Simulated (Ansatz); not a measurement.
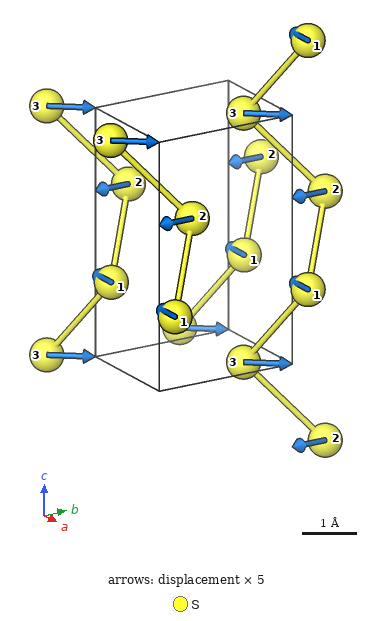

This is a relaxation of solid S (a generated structure, set up in P3_121) (coarse preliminary run). The starting structure is drawn; blue arrows show the displacements (the part carried along by the change of the cell is left out), magnified 5 times.

A ball-and-stick model of the cell of the calculation, seen slightly off an axis.

Case: Se → S on all its sites, cell and atoms relaxed.

Level of theory: DFT PBE+D3(BJ), scalar-relativistic, plane waves, PAW in Ansatz.

The input:
```yaml
crystal:
  lattice:
    - [3.7260908696, 0.0, 0.0]
    - [-1.8630454348, 3.2268893499, 0.0]
    - [0.0, 0.0, 4.6985509508]
  atoms:
    - { symbol: S, position: [0.2475669261, 0.0, 0.3333333333] }
    - { symbol: S, position: [0.0, 0.2475669261, 0.6666666667] }
    - { symbol: S, position: [0.7524330739, 0.7524330739, 0.0] }
basis:
  ecutwfc: 420
kpoints:
  mp_grid: { grid: [6, 6, 4] }
hamiltonian:
  xc: pbe
  dispersion: d3bj
scf:
  occupations: { method: gaussian, width: 0.1 }
output:
  forces: true
  stress: true
  eigenvalues: true
relax:
  adjacent_minimum: "off"
  f_tol: 0.05
  max_steps: 60
  cell: { stress_tol: 0.5 }
```

Command:
```bash
ansatz run input.yaml --threads 1 --pin off --max-ram 2560MiB --backend cpu --events-out ev --progress --plain --runs-dir out
```

**Describe the change and its energy.**

The largest moves relative to the cell, 0.19 Å, are those of S1, S2 and S3. S3 goes along [1 1 0]. The drawn cell changes as follows: a = b 3.726 → 4.208 Å (+12.9 %), c 4.699 → 4.434 Å (−5.6 %); the volume changes by +20.4 %. Near-neighbour distances that change, for instance: S1–S2 2.929 → 3.363 Å, S1–S2 (another image) 2.237 → 2.089 Å. The space group stays P3_121 (No. 152). The energy falls by 134 meV per atom in 5 accepted moves (7 points after the start). Largest force component: 1.2 eV/Å at the start, 0.036 eV/Å at the end. Pressure: −3.06 GPa at the start and 0.37 GPa at the end. The line search rejected the trial step at point 2 of the run. The SCF was repeated once at an unchanged geometry on a basis and grid sized afresh for the cell, which shifted the energy by 1.8 meV per atom at most. Cost: 12 s on 1 thread of AMD EPYC 7R43 64-Core Processor (Zen 3) (shared host), peak memory 0.38 GiB.
